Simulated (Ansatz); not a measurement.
Single-point calculation, with input and output: Ta2N

- system: Ta2N (P-3m1, 3 atoms in the cell)
- method: DFT LDA, scalar-relativistic, plane waves, PAW, PAW set soft_1, no spin polarisation (Ansatz 0.2.0)

The structure derives from a Materials Project entry. Figures and captions count atoms from 1; the log counts them from 0 in places.

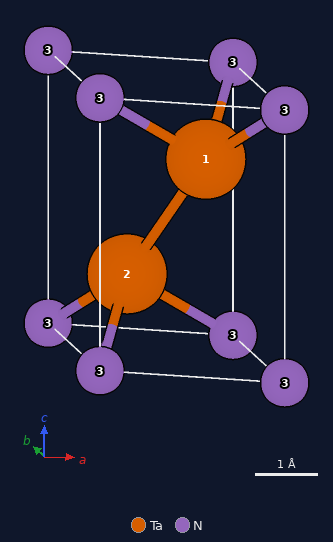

Figure 1. The structure (ball-and-stick view of the cell of the calculation, seen slightly off an axis; atoms are numbered from 1 in the order of the input). An atom can appear more than once, as a periodic image. Near neighbours in the periodic cell (some may lie outside the picture): Ta has 3 N at 2.13 Å and 12 Ta at 2.88 to 3.09 Å; N has 6 Ta at 2.13 Å.

Summary:

| quantity | value |
| --- | --- |
| outcome | converged |
| space group (tolerance 0.01 Å) | P-3m1 (164) |
| electrons treated | 31 |
| free energy | −19743.4349 eV |
| Fermi energy | 20.719 eV |
| gap on the k-point mesh | none (metallic) |
| pressure | 9.48 GPa |
| largest force (length of the vector) | 0.220 eV/Å |
| hardware | 2 threads of Arm Neoverse N1, 98 GiB of memory available, shared host |
| wall time | 19 s (CPU time 36 s) |
| peak memory | 0.51 GiB |

Remarks:

The program warns: the PAW datasets were made with another functional. Spin–orbit coupling is left out, which matters for Ta. The cell holds an odd number of electrons but the run has no spin polarisation, so a band is left half filled.

Input:
```yaml
crystal:
  lattice:
    - [3.0889394892, 0.0, 0.0]
    - [-1.5444697446, 2.6751000684, 0.0]
    - [0.0, 0.0, 4.578117217]
  atoms:
    - { symbol: Ta, position: [0.6666666667, 0.3333333333, 0.7466885012] }
    - { symbol: Ta, position: [0.3333333333, 0.6666666667, 0.2533114988] }
    - { symbol: "N", position: [0.0, 0.0, 0.0] }
basis:
  ecutwfc: 520.0
kpoints:
  mp_grid: { grid: [18, 18, 10] }
hamiltonian:
  xc: lda
  pseudopotentials: { kind: paw, azcp: { folder: soft_1 } }
scf:
  occupations: { method: gaussian, width: 0.15 }
output:
  forces: true
  stress: true
  eigenvalues: true
  write_density: true
  write_potential: true
  elf: true
  volumetric_format: npy
```

Command:
```bash
ansatz run input.yaml --threads 2 --pin off --max-ram 4096MiB --backend cpu --events-out ev --progress --plain --runs-dir out
```

The program's output:
```
Warning: [file] the record states the generating functional pbe (its physics header spells it `PBE`), which answers neither for hamiltonian.xc's functional nor for the lda family's — results may be inconsistent (PPs are generated against a specific XC)
Warning: [file] the record states the generating functional pbe (its physics header spells it `PBE`), which answers neither for hamiltonian.xc's functional nor for the lda family's — results may be inconsistent (PPs are generated against a specific XC)
Engine: ansatz 0.2.0, aarch64-unknown-linux-gnu
Pseudopotentials: kind: paw
Pseudopotential: Ta, paw, valence charge 13, recommended cutoff 420 eV (normal), [file]
Pseudopotential: N, paw, valence charge 5, recommended cutoff 420 eV (normal), [file]
Functional definition: SPW92
  exchange = slater_x
  correlation = pw_c
Crystal: 3 atoms, lattice volume = 37.830 Å³
Basis set: ecut = 520 eV, 1025 PW (Γ)
Bands: 20, of which v1, the nominal top of the filled ones, is band 16 counted from 1 (15 counted from 0)
Symmetry: 12 space group operations
Space group: P-3m1 (ITA 164), of the structure as read, at distance tolerance 3.4e-5 Å
k-points: 330 of 3240
Non-local potential: Ta, projectors of the file, l = 0: 3, l = 1: 2, l = 2: 2, l = 3: 1
Non-local potential: N, projectors of the file, l = 0: 2, l = 1: 2, l = 2: 1
PAW form: soft (Blöchl's): semilocal exchange-correlation on the pseudo side does not see the compensation charge
PAW frozen core: Ta, regenerated for the run's functional, and the local potential with it (the file was generated under x = pbe(κ = 0.804, μ = 0.2195149727645171), c = pbe(β = 0.06672455060314922))
PAW frozen core: N, regenerated for the run's functional, and the local potential with it (the file was generated under x = pbe(κ = 0.804, μ = 0.2195149727645171), c = pbe(β = 0.06672455060314922))
PAW one-centre angular grid: Ta, 590 points (default); XC on 64 Gauss nodes
PAW one-centre angular grid: N, 110 points (default); XC on 64 Gauss nodes
Initial density: superposition of atomic densities (chi_scale 0.1, normalization cell, long waves kept (reshape's long-wave potential 0.03 eV rms))
Initial wavefunctions: pseudopotential atomic-orbital guess
Functional: x = slater, c = lda
SCF iter   1: F=—  HF=-19744.105954 eV  |F-HF|=—  |Δ(HF+E_count)|=         —  Δρ=5.31e-2  dr2=2.59e0  ethr=3.10e-3  ⟨swp⟩=4.9  Hψ=25886  notcnv=0
preconditioner: auto → none  [metal: Δε(μ)=0.013 eV  Ē_g=8.658 eV  σ=0.150 eV  W_gap=0.05  n_scr=8 (ndim 8)  ℏωp=23.4 eV  f_vac=0.000  D(μ)=0.96/eV (n_scr^D=2)  sad-step TF]
SCF iter   2: F=—  HF=-19743.782666 eV  |F-HF|=—  |Δ(HF+E_count)|=   3.23e-1  Δρ=3.76e-2  dr2=1.39e0  ethr=3.10e-3  ⟨swp⟩=2.0  Hψ=10552  notcnv=0  defer=77
SCF iter   3: F=—  HF=-19743.449555 eV  |F-HF|=—  |Δ(HF+E_count)|=   3.33e-1  Δρ=1.12e-2  dr2=6.50e-2  ethr=3.10e-3  ⟨swp⟩=2.6  Hψ=11038  notcnv=0  defer=77
SCF iter   4: F=—  HF=-19743.434963 eV  |F-HF|=—  |Δ(HF+E_count)|=   1.46e-2  Δρ=1.32e-3  dr2=2.79e-4  ethr=2.10e-4  ⟨swp⟩=1.6  Hψ=9996  notcnv=0  defer=72
SCF iter   5: F=—  HF=-19743.434888 eV  |F-HF|=—  |Δ(HF+E_count)|=   7.48e-5  Δρ=1.68e-4  dr2=1.99e-5  ethr=8.99e-7  ⟨swp⟩=2.1  Hψ=8723  notcnv=0  defer=72
SCF iter   6: F=—  HF=-19743.434885 eV  |F-HF|=—  |Δ(HF+E_count)|=   3.68e-6  Δρ=4.69e-5  dr2=1.36e-6  ethr=6.42e-8  ⟨swp⟩=2.0  Hψ=10581  notcnv=0  defer=72
SCF iter   7: F=-19743.434884 eV  HF=-19743.434884 eV  |F-HF|=2.13e-8  |Δ(HF+E_count)|=   3.95e-7  Δρ=8.38e-6  dr2=2.98e-8  ethr=3.23e-10  ⟨swp⟩=11.2  Hψ=47911  notcnv=0
SCF 1 converged in 7 iterations: F = -19743.434884 eV  dr2 = 2.98e-8
  greatest PAW one-centre occupation: 0.999 electrons in one spin orbital (limit 2), on the Ta atom at site 1 (counted from 0), in its partial waves of l = 0
SCF converged after 7 iterations
Free energy (F): -19743.434884 eV
Harris-Foulkes:  -19743.434884 eV  (|F-HF|=2.13e-8)
Internal energy: -19743.423452 eV  (E = F + TS)
E sigma→0 (E₀):  -19743.429168 eV
Entropy (-TS):   -0.011432 eV (-3.811 meV/atom)
Fermi energy:    20.719015 eV
--- Per-component energies (eV) ---
  E_band       = -143.101654
  E_kinetic    = 923.927215
  E_local      = -1154.392789  (includes V_loc(G=0)·N_el)
  E_nonlocal   = 24.966964
  E_hartree    = 423.511928
  E_xc         = -699.420422
  E_vxc        = -547.590828  (∫ρ·V_xc dr)
  E_paw        = -16234.968797  (= ΣΔE_a)
  E_vpaw       = -237.037566  (= ΣTr[D̂ρ^β])
  E_aug_tail   = 0.000032  (compensation charges beyond the density's cutoff)
  E_ewald      = -3027.645621
  E_core_change = 0.598038  (= ΣΔE_core)
  E_smearing   = -0.011432  (= −TS)
  E_closure    = 0.000000  (closes the sum)
  Σ components = -19743.434884   (vs F -19743.434884, Δ=0.00e0)
--- Forces (eV/Å), atoms counted from 1 ---
  atom   1  Ta     0.00000000    -0.00000000     0.22014342
  atom   2  Ta     0.00000000     0.00000000    -0.22014342
  atom   3  N      0.00000000     0.00000000     0.00000000
  max |Σ_I F_I| component: 1.85e-17 eV/Å
--- Stress (GPa, compression-positive) ---
        4.771462      -0.000000      -0.000000
       -0.000000       4.771462       0.000000
       -0.000000      -0.000000      18.909675
  P = ⅓ Tr σ = 9.4842 GPa (94.842 kbar)
--- Band table (eV; the first three rows and the last of 330) ---
  k-point 0: bands = ["-47.5775", "-47.4426", "-14.8564", "-13.9424", "-13.9424", "-13.7330", "-13.7330", "-13.4771", "3.2344", "11.9746", "14.0743", "14.0743", "16.1410", "20.4847", "20.4847", "20.5707", "20.6564", "20.6564", "21.1393", "22.0665"]
  k-point 1: bands = ["-47.5742", "-47.4459", "-14.8261", "-13.9374", "-13.9374", "-13.7381", "-13.7381", "-13.5143", "3.2657", "11.9187", "14.0492", "14.0492", "16.2646", "20.2277", "20.2753", "20.2753", "20.8024", "20.8024", "21.5109", "22.3472"]
  k-point 2: bands = ["-47.5647", "-47.4556", "-14.7375", "-13.9229", "-13.9229", "-13.7528", "-13.7528", "-13.6208", "3.3485", "11.7768", "13.9858", "13.9858", "16.6114", "19.7535", "19.8849", "19.8849", "21.2403", "21.2403", "22.0429", "22.9157"]
  k-point 329: bands = ["-47.4636", "-47.4636", "-14.5999", "-14.5999", "-14.3967", "-14.2965", "-13.7042", "-13.7042", "4.2254", "12.8185", "12.8185", "14.1904", "18.3072", "18.8863", "18.8863", "21.3177", "21.3177", "21.4404", "25.0526", "25.0526"]
```

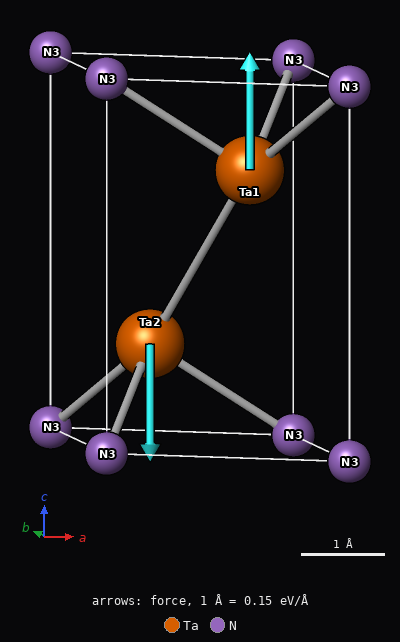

Figure 2. Forces on the atoms as teal arrows (ball-and-stick view of the cell of the calculation, seen slightly off an axis; atoms are numbered from 1 in the order of the input). The largest act on Ta1, Ta2 (0.22 eV/Å). The geometry is not a stationary point of this energy.

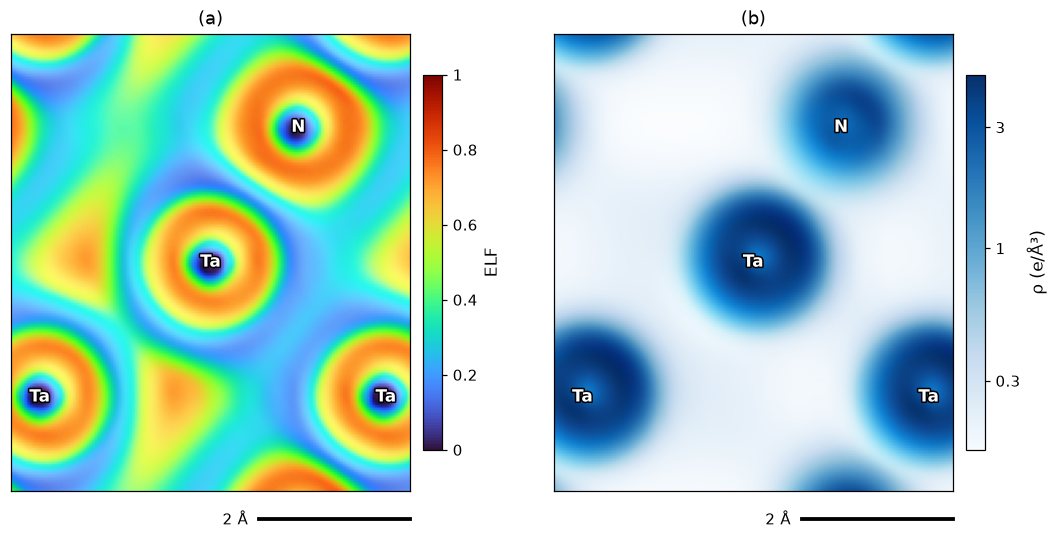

Figure 3. (a) electron localisation function; (b) valence pseudo-density on the (110) plane of the conventional cell. Ta–N (2.13 Å): ρ at the midpoint is about 0.67 e/Å³; the ELF peaks at about 0.80 in the valence shell of N, 0.6 Å from its nucleus, and drops to about 0.20 between the two atoms; no shared pair; the contact is polar. Ta–Ta (2.88 Å): the density is about 0.32 e/Å³ at the midpoint; the ELF is about 0.35 at the midpoint; no localised pair between them. Ta–Ta (2.93 Å): ρ is about 0.29 e/Å³ halfway; the ELF is about 0.25 at the midpoint (no shared electron pair). Away from the nuclei the density in this plane falls to 0.16 e/Å³ at its lowest.  The strong features right at Ta lie inside the PAW spheres (semicore, d or f shells) and say nothing about bonding. In a PAW calculation such maps are meaningful between the atoms, not at the nuclei.

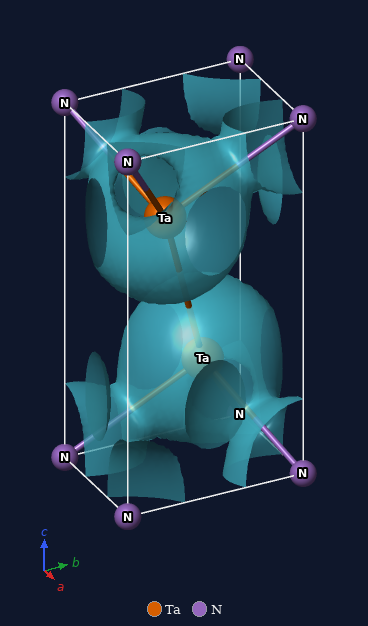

Figure 4. Isosurface of the valence charge density (pseudo) at 0.5 e/Å³ (cyan), seen slightly off an axis. Sticks mark near contacts. The outline is the cell set on symmetry axes. At this value the density is joined into sheets; it holds about 75 % of the electrons treated as valence (semicore included). It is pinched off along the Ta–Ta (2.88 Å), Ta–Ta (2.93 Å) and Ta–Ta (3.09 Å) contacts. On the grid the lowest density along these lines, outside the cores, is 0.65 e/Å³ (Ta–N, 2.13 Å), 0.32 e/Å³ (Ta–Ta, 2.88 Å), 0.29 e/Å³ (Ta–Ta, 2.93 Å) and 0.25 e/Å³ (Ta–Ta, 3.09 Å).
